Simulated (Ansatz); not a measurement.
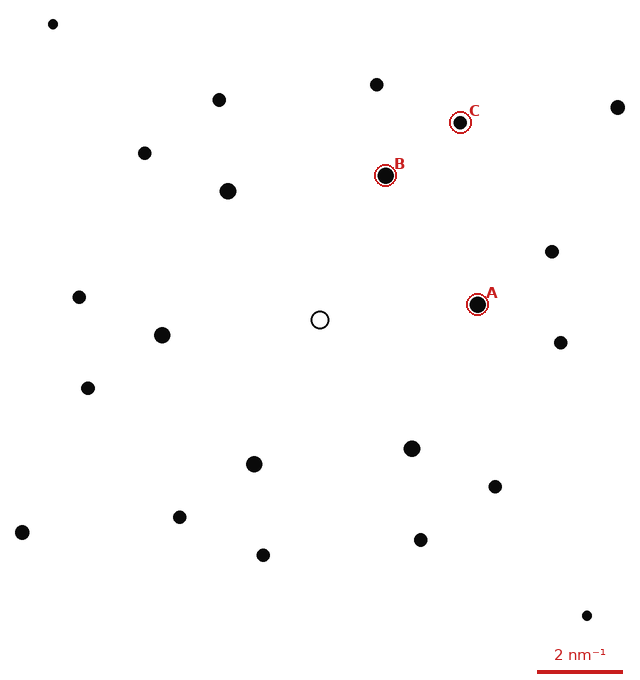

Computed electron diffraction pattern, 200 kV, single scattering only, B = 1 Å². The zone axis points towards the electron source and the pattern is seen from the source side.

Bi, space group Pm-3n (No. 223), a = 6.56 Å. Structure: coordinates from a relaxation with DFT, BLYP, plane waves (420 eV) with PAW, scalar-relativistic (Ansatz); the starting structure was generated, so it need not be a known form of this composition.

```
Bi
1.0
     6.56359    0.00000    0.00000
     0.00000    6.56359    0.00000
     0.00000    0.00000    6.56359
Bi
8
Direct
  0.00000 0.00000 0.00000
  0.50000 0.50000 0.50000
  0.25000 0.00000 0.50000
  0.75000 0.00000 0.50000
  0.50000 0.25000 0.00000
  0.50000 0.75000 0.00000
  0.00000 0.50000 0.25000
  0.00000 0.50000 0.75000
```

Spot A is indexed -1 2 -1 and spot B -2 1 1.

Question: Give hkl for C.

Answer: C = (1/3)A + (4/3)B = -3 2 1 (d = 1.754 Å).

Question: Find the zone axis.

Answer: The cross product of A and B is parallel to [111]; every spot obeys hu + kv + lw = 0.

Question: What are the spacings of A and B and the angle between them?

Answer: d(A) = 2.680 Å, d(B) = 2.680 Å, and the angle is 60.0°.
